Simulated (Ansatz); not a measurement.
# Run report: KF, band-structure calculation (part 2 of 2)

Continued. System: KF (P2₁/m, 4 atoms in the cell). Method: DFT, HSE06, plane waves, PAW, no spin polarisation (Ansatz 0.2.0); cutoff 420 eV, 6×6×4 k-mesh, fixed occupations. The structure was built on a prototype by a generator. The geometry comes from this level: r2SCAN (a point of a series of strains). It belongs to a series of runs on one base structure; here: shear_xy strain +1.0%.

Geometry of the input (Å; fractional positions):
```
3.6599  0.0188  0.0000
-1.8136  3.1602  0.0000
0.0000  0.0000  6.4788
K  0.0000  0.0000  0.0000
K  0.0000  0.0000  0.5000
F  0.3354  0.6666  0.2500
F  0.6646  0.3334  0.7500
```

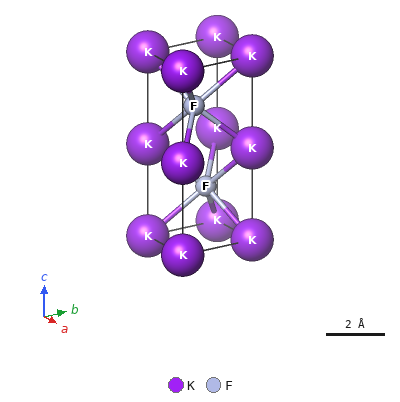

Fig. 1: The structure as given in the input (ball-and-stick view of the cell of the calculation, seen slightly off an axis).

## What the program printed, continued
```
SCF iter   1: F=—  HF=-4698.825679 eV  |F-HF|=—  |Δ(HF+E_count)|=         —  Δρ=7.79e-3  dr2=5.63e-2  ethr=1.60e-6  ⟨swp⟩=8.2  Hψ=7031  notcnv=0
preconditioner: auto → none  [insulator: Δε(μ)=8.415 eV  Ē_g=19.336 eV  n_scr=22 (ndim 8)  ℏωp=22.7 eV  f_vac=0.127]
SCF iter   2: F=—  HF=-4698.810851 eV  |F-HF|=—  |Δ(HF+E_count)|=   1.48e-2  Δρ=5.91e-3  dr2=9.17e-3  ethr=1.60e-6  ⟨swp⟩=5.3  Hψ=5343  notcnv=0
SCF iter   3: F=—  HF=-4698.814746 eV  |F-HF|=—  |Δ(HF+E_count)|=   3.90e-3  Δρ=2.05e-3  dr2=1.71e-3  ethr=1.60e-6  ⟨swp⟩=5.1  Hψ=4551  notcnv=0
SCF iter   4: F=—  HF=-4698.814113 eV  |F-HF|=—  |Δ(HF+E_count)|=   6.33e-4  Δρ=8.86e-4  dr2=3.72e-4  ethr=1.60e-6  ⟨swp⟩=3.0  Hψ=3078  notcnv=0
iter 5 solved again at ethr=1.30e-9 eV; its pass at ethr=9.43e-7 eV (dr2=4.16e-7 eV) is discarded
SCF iter   5: F=—  HF=-4698.813981 eV  |F-HF|=—  |Δ(HF+E_count)|=   1.31e-4  Δρ=6.32e-5  dr2=4.96e-5  ethr=1.30e-9  ⟨swp⟩=5.2  Hψ=8122  notcnv=0  defer=3
eigensolver tolerance schedule calibrated: the retry pair's looser diagonalisation under-reported the residual by θ = 0.76 (0.27/decade); ethr = c·dr2/N_el runs at the constant in force after the calibration composes with the one it found (an armed cap, an earlier calibration), c = 1.4e-2
SCF iter   6: F=—  HF=-4698.814515 eV  |F-HF|=—  |Δ(HF+E_count)|=   5.33e-4  Δρ=6.19e-4  dr2=1.89e-4  ethr=7.71e-10  ⟨swp⟩=7.6  Hψ=6690  notcnv=0  defer=5
SCF iter   7: F=-4698.814453 eV  HF=-4698.814454 eV  |F-HF|=9.03e-7  |Δ(HF+E_count)|=   6.11e-5  Δρ=4.30e-5  dr2=1.45e-6  ethr=7.71e-10  ⟨swp⟩=6.0  Hψ=5694  notcnv=0  defer=7
SCF 2 stopped early in 7 iterations: F = -4698.814453 eV  dr2 = 1.45e-6
  Residual-converged pass: ⟨swp⟩=3.0  Hψ=2683  notcnv=0  max |occ|·‖R‖ = 6.5e-6 eV (tolerance 6.7e-6 eV)  dr2=1.45e-6  dr2_onsite=1.01e-7  max |Δocc| = 0.0e0
  greatest PAW one-centre occupation: 0.989 electrons in one spin orbital (limit 2), on the K atom at site 1 (counted from 0), in its partial waves of l = 0
hybrid outer 1: dexx = +7.850e-3 eV, tail = 1.46e-5 eV
Exchange kernel: α = 0.2500, screened, ω = 0.2079 Å⁻¹, Wigner–Seitz truncation, v(0) = 1046.4039 eV·Å³, q-mesh 6×6×4, nearest image of the exchange supercell L = 21.86 Å, pair-density grid 18×18×32, without the augmentation charges, whose exchange is taken in its separable form by FFT convolution over the k-point mesh (sized by the pseudopotential files, 24×24×45 at the most), smooth part of the exact exchange by density-matrix convolution
Frozen-core exchange: fock
SCF iter   1: F=—  HF=-4698.814660 eV  |F-HF|=—  |Δ(HF+E_count)|=         —  Δρ=7.54e-5  dr2=3.15e-6  ethr=2.28e-7  ⟨swp⟩=3.3  Hψ=3352  notcnv=0
preconditioner: auto → none  [insulator: Δε(μ)=8.203 eV  Ē_g=19.233 eV  n_scr=22 (ndim 8)  ℏωp=22.7 eV  f_vac=0.144]
SCF iter   2: F=—  HF=-4698.814659 eV  |F-HF|=—  |Δ(HF+E_count)|=   9.64e-7  Δρ=2.19e-5  dr2=2.49e-7  ethr=1.23e-9  ⟨swp⟩=4.8  Hψ=4153  notcnv=0  defer=1
SCF iter   3: F=—  HF=-4698.814659 eV  |F-HF|=—  |Δ(HF+E_count)|=   5.86e-7  Δρ=1.16e-5  dr2=5.28e-8  ethr=5.13e-11  ⟨swp⟩=5.8  Hψ=5003  notcnv=0  defer=16
SCF iter   4: F=-4698.814659 eV  HF=-4698.814659 eV  |F-HF|=2.42e-10  |Δ(HF+E_count)|=   1.53e-8  Δρ=9.08e-7  dr2=5.00e-10  ethr=1.74e-11  ⟨swp⟩=4.0  Hψ=4342  notcnv=0
SCF 3 converged in 4 iterations: F = -4698.814659 eV  dr2 = 5.00e-10
  Residual-converged pass: ⟨swp⟩=3.0  Hψ=2698  notcnv=0  max |occ|·‖R‖ = 6.2e-7 eV (tolerance 6.3e-7 eV)  dr2=5.01e-10  dr2_onsite=2.04e-11  max |Δocc| = 0.0e0
hybrid outer 2: dexx = +1.928e-7 eV, tail = 7.09e-9 eV, Δε = 2.38e-3 eV (about 5.69e-5 eV left of the loop's levels), ΔF = 6.09e-5 eV/Å (tail 4.86e-5)
NSCF: frozen V_eff on 6 k-points
hybrid SCF converged: 2 outer / 11 inner (+2 warm-up), last move |dexx| = 1.93e-7 eV, tail = 7.09e-9 eV
Stability not checked: this state was not tested for a lower state beside it, because the functional holds exact exchange (a hybrid, or Hartree-Fock), whose exchange loop this test does not read (fock_operator; see scf.lower_state_search)
Free energy (F): -4698.814659 eV
Frozen-core exchange: fock
Harris-Foulkes:  -4698.814659 eV  (|F-HF|=2.42e-10)
Internal energy: -4698.814659 eV  (E = F + TS)
E sigma→0 (E₀):  -4698.814659 eV
Fermi energy:    0.033919 eV
--- Per-component energies (eV) ---
  E_band       = -312.646066
  E_kinetic    = 929.175487
  E_local      = -2224.184538  (includes V_loc(G=0)·N_el)
  E_nonlocal   = 169.192010
  E_hartree    = 805.326059
  E_xc         = -346.155978
  E_vxc        = -426.952372  (∫ρ·V_xc dr)
  E_exx        = -101.720341  (= α·E_x^exact, valence–valence)
  E_paw        = -1951.890680  (= ΣΔE_a)
  E_vpaw       = -167.091491  (= ΣTr[D̂ρ^β])
  E_aug_tail   = 0.004087  (compensation charges beyond the density's cutoff)
  E_ewald      = -1978.218114
  E_core_change = -0.342651  (= ΣΔE_core)
  E_smearing   = -0.000000  (= −TS)
  E_closure    = 0.000000  (closes the sum)
  Σ components = -4698.814659   (vs F -4698.814659, Δ=-9.09e-13)
--- Forces (eV/Å), atoms counted from 1 ---
  atom   1  K      0.00000000     0.00000000     0.00000000
  atom   2  K      0.00000000     0.00000000     0.00000000
  atom   3  F      0.00066123    -0.00005106     0.00000000
  atom   4  F     -0.00066123     0.00005106     0.00000000
  max |Σ_I F_I| component: 0.00e0 eV/Å
--- Stress (GPa, compression-positive) ---
        1.052738      -0.148823       0.000000
       -0.148823       1.057967       0.000000
        0.000000       0.000000       1.085539
  P = ⅓ Tr σ = 1.0654 GPa (10.654 kbar)
--- Band table (eV; the first three rows and the last of 60) ---
  k-point 0: bands = ["-27.7552", "-27.6023", "-20.3303", "-20.2141", "-10.0825", "-9.6325", "-9.6269", "-9.5008", "-9.4971", "-9.4317", "-0.7877", "-0.2741", "-0.2571", "-0.0470", "0.0227", "0.0339", "8.2351", "11.3769", "11.6067", "12.4617", "13.4114"]
  k-point 1: bands = ["-27.7333", "-27.6253", "-20.3123", "-20.2302", "-9.9929", "-9.6136", "-9.6083", "-9.5332", "-9.5204", "-9.5164", "-0.6926", "-0.2311", "-0.2149", "-0.1714", "-0.0213", "-0.0092", "8.6105", "10.7793", "11.7198", "12.7880", "13.5619"]
  k-point 2: bands = ["-27.6798", "-27.6798", "-20.2703", "-20.2703", "-9.7688", "-9.7688", "-9.5674", "-9.5674", "-9.5627", "-9.5627", "-0.4464", "-0.4464", "-0.1267", "-0.1267", "-0.1125", "-0.1125", "9.5749", "9.5749", "12.4712", "12.4712", "13.7966"]
  k-point 59: bands = ["-27.5964", "-27.5964", "-20.2663", "-20.2663", "-10.0453", "-10.0453", "-9.8131", "-9.8131", "-9.7086", "-9.7086", "-0.5030", "-0.5030", "-0.2765", "-0.2765", "-0.1859", "-0.1859", "11.0525", "11.0525", "12.8209", "12.8209", "14.1551"]
```

## File rho_z.tsv
```
# z_ang	rho[e/angstrom^3]
# format = ansatz-planar-average/11
# lattice	3.659934787	0.018848664	0.000000000
# lattice	-1.813643971	3.160172170	0.000000000
# lattice	0.000000000	0.000000000	6.478813495
# sites	4
# site	19	0.000000000	0.000000000	0.000000000
# site	19	0.000000000	0.000000000	3.239406747
# site	9	0.018408285	2.113025495	1.619703374
# site	9	1.827882530	1.065995339	4.859110121
0.000000	6.080807e-1
0.143974	5.859369e-1
0.287947	5.189444e-1
0.431921	4.157704e-1
0.575895	3.045509e-1
0.719868	2.196740e-1
0.863842	1.845684e-1
1.007815	2.101287e-1
1.151789	3.097822e-1
1.295763	4.833786e-1
1.439736	6.719969e-1
1.583710	7.782929e-1
1.727684	7.409450e-1
1.871657	5.818296e-1
2.015631	3.894081e-1
2.159604	2.497544e-1
2.303578	1.891194e-1
2.447552	1.950708e-1
2.591525	2.569766e-1
2.735499	3.589091e-1
2.879473	4.705252e-1
3.023446	5.579416e-1
3.167420	6.025814e-1
3.311394	6.025814e-1
3.455367	5.579416e-1
3.599341	4.705252e-1
3.743314	3.589091e-1
3.887288	2.569766e-1
4.031262	1.950708e-1
4.175235	1.891194e-1
4.319209	2.497544e-1
4.463183	3.894081e-1
4.607156	5.818296e-1
4.751130	7.409450e-1
4.895104	7.782929e-1
5.039077	6.719969e-1
5.183051	4.833786e-1
5.327024	3.097822e-1
5.470998	2.101287e-1
5.614972	1.845684e-1
5.758945	2.196740e-1
5.902919	3.045509e-1
6.046893	4.157704e-1
6.190866	5.189444e-1
6.334840	5.859369e-1
```

## File v_z.tsv
```
# z_ang	v_es[eV]	v_tot[eV]
# format = ansatz-planar-average/11
# xc	hse06
# density_cutoff_ev	1680
# datasets	K=:simpson_from_first_knot:soft:fock:shift=0	F=:simpson_from_first_knot:soft:fock:shift=0
# lattice	3.659934787	0.018848664	0.000000000
# lattice	-1.813643971	3.160172170	0.000000000
# lattice	0.000000000	0.000000000	6.478813495
# sites	4
# site	19	0.000000000	0.000000000	0.000000000
# site	19	0.000000000	0.000000000	3.239406747
# site	9	0.018408285	2.113025495	1.619703374
# site	9	1.827882530	1.065995339	4.859110121
0.000000	-2.252415e0	-1.008958e1
0.143974	-1.928573e0	-9.667490e0
0.287947	-9.427592e-1	-8.470501e0
0.431921	5.814318e-1	-6.616196e0
0.575895	2.474896e0	-4.389466e0
0.719868	4.334831e0	-2.206272e0
0.863842	5.837527e0	-5.370376e-1
1.007815	6.188152e0	-2.269457e-1
1.151789	5.507538e0	-1.123922e0
1.295763	4.659815e0	-2.219925e0
1.439736	3.969343e0	-3.034949e0
1.583710	3.680787e0	-3.553979e0
1.727684	3.771453e0	-3.355489e0
1.871657	4.276019e0	-2.656889e0
2.015631	5.078847e0	-1.700378e0
2.159604	5.910405e0	-5.862753e-1
2.303578	6.193236e0	-1.846183e-1
2.447552	5.172526e0	-1.251752e0
2.591525	3.425557e0	-3.274705e0
2.735499	1.506867e0	-5.518934e0
2.879473	-2.423713e-1	-7.616290e0
3.023446	-1.512111e0	-9.158141e0
3.167420	-2.173599e0	-9.982727e0
3.311394	-2.173599e0	-9.982727e0
3.455367	-1.512111e0	-9.158141e0
3.599341	-2.423713e-1	-7.616290e0
3.743314	1.506867e0	-5.518934e0
3.887288	3.425557e0	-3.274705e0
4.031262	5.172526e0	-1.251752e0
4.175235	6.193236e0	-1.846183e-1
4.319209	5.910405e0	-5.862753e-1
4.463183	5.078847e0	-1.700378e0
4.607156	4.276019e0	-2.656889e0
4.751130	3.771453e0	-3.355489e0
4.895104	3.680787e0	-3.553979e0
5.039077	3.969343e0	-3.034949e0
5.183051	4.659815e0	-2.219925e0
5.327024	5.507538e0	-1.123922e0
5.470998	6.188152e0	-2.269457e-1
5.614972	5.837527e0	-5.370376e-1
5.758945	4.334831e0	-2.206272e0
5.902919	2.474896e0	-4.389466e0
6.046893	5.814318e-1	-6.616196e0
6.190866	-9.427592e-1	-8.470501e0
6.334840	-1.928573e0	-9.667490e0
```

## Key numbers

- outcome: converged
- space group (tolerance 0.01 Å): P2₁/m (11)
- electrons treated: 32
- free energy: −4698.8147 eV
- Fermi energy: 0.034 eV
- gap on the k-point mesh: 8.20 eV
- pressure: 1.07 GPa
- largest force (length of the vector): 0.001 eV/Å
- hardware: 4 threads of an x86-64 CPU, shared host
- wall time: 2.7 min (CPU time 8.9 min)
- peak memory: 2.5 GiB

## Notes

Warnings of the run: the exchange loop's threshold is looser than advised for the stress; the SCF threshold is looser than advised for the printed stress.
